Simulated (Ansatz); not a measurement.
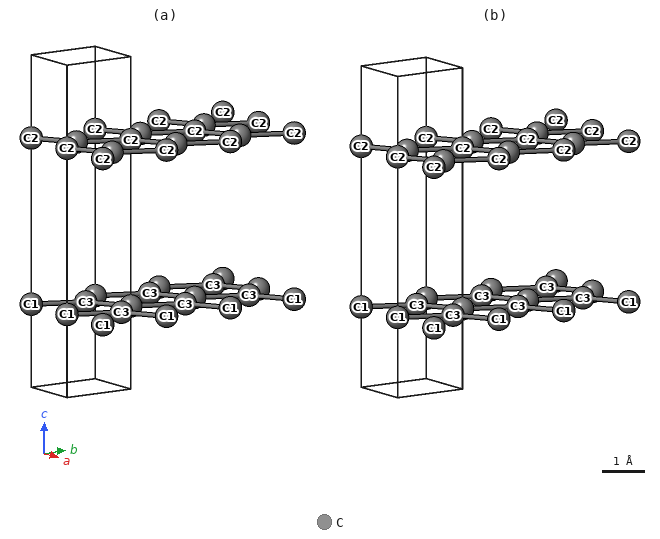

The structure of solid C (built on the graphite type) before (left) and after (right) a relaxation, at one scale.

The picture is a ball-and-stick view of the cell of the calculation, repeated 2 × 3 × 1 with one cell outlined, seen slightly off an axis.

Case: volume 10.126 Å^3/atom.

Method: Ansatz, DFT r2SCAN, scalar-relativistic, plane waves, PAW.

The input:
```yaml
crystal:
  lattice:
    - [2.4163022049, 0.0, 0.0]
    - [-1.2081511025, 2.0925790926, 0.0]
    - [0.0, 0.0, 8.0105946779]
  atoms:
    - { symbol: C, position: [0.0, 0.0, 0.25] }
    - { symbol: C, position: [0.0, 0.0, 0.75] }
    - { symbol: C, position: [0.3333333333, 0.6666666667, 0.25] }
    - { symbol: C, position: [0.6666666667, 0.3333333333, 0.75] }
basis:
  ecutwfc: 600
  ecutrho_ratio: 5
kpoints:
  mp_grid: { grid: [10, 10, 4] }
hamiltonian:
  xc: r2scan
scf:
  occupations: { method: gaussian, width: 0.05 }
output:
  forces: true
  stress: true
  eigenvalues: true
relax:
  f_tol: 0.04
  max_steps: 40
  cell: { stress_tol: 0.4, fix: [volume] }
```

Question: Summarise the run.

Answer: The energy falls by 21.0 meV per atom in 2 accepted moves (3 points after the start). All forces vanish by symmetry, so only the cell relaxes. Pressure: 12.21 GPa at the start and −0.86 GPa at the end. The SCF was repeated once at an unchanged geometry on a basis and grid sized afresh for the cell, which shifted the energy by less than 0.05 meV per atom at most. No atom moves by more than 0.005 Å relative to the cell. The drawn cell changes at constant volume: a = b 2.416 → 2.458 Å (+1.7 %), c 8.011 → 7.743 Å (−3.3 %). Among the contacts that change: C1–C3 1.395 → 1.419 Å. The space group stays P6_3/mmc (No. 194).
